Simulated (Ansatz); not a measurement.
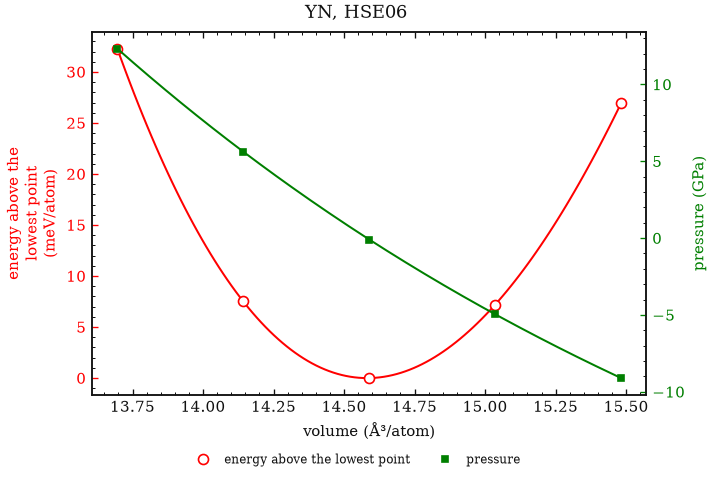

**Figure.** Energy above the lowest point and pressure against volume for YN, space group Fm-3m (No. 225) (one of a set of cubic test structures, which need not be the stable phase).

A third-order Birch–Murnaghan fit gives V0 = 14.58 Å³/atom, B0 = 172 GPa and B′ = 4.2. The energy above the lowest point is 32.3 meV/atom at volume 13.70 Å³/atom and 27.0 meV/atom at 15.48 Å³/atom; the lowest computed point is at volume 14.59 Å³/atom (0.0 meV/atom). The pressure falls from 12.3 GPa at volume 13.70 Å³/atom to −9.1 GPa at 15.48 Å³/atom, and changes sign near 14.58 Å³/atom.

Computed with Ansatz 0.2.0 development build: equation of state of a cubic crystal from periodic Kohn-Sham density functional theory without spin, third-order Birch-Murnaghan fit to the free energies; pressure corrected for the finite basis. Level: HSE06.

- structure type: rock salt
- atoms in cell: 2
- space group number: 225
- lattice centring: face-centred primitive
- k mesh: 4×4×4
- occupation method: Fermi–Dirac
- occupation width: 0.05 eV
- wave cutoff: 870 eV
- datasets: hand-made PAW
- density tolerance: 0 eV
- bands: 12
- density cutoff ratio: 4
- search for lower states: default
- exchange singularity: regularized

Limits of the calculation: coarse k-mesh, values are not converged in k.
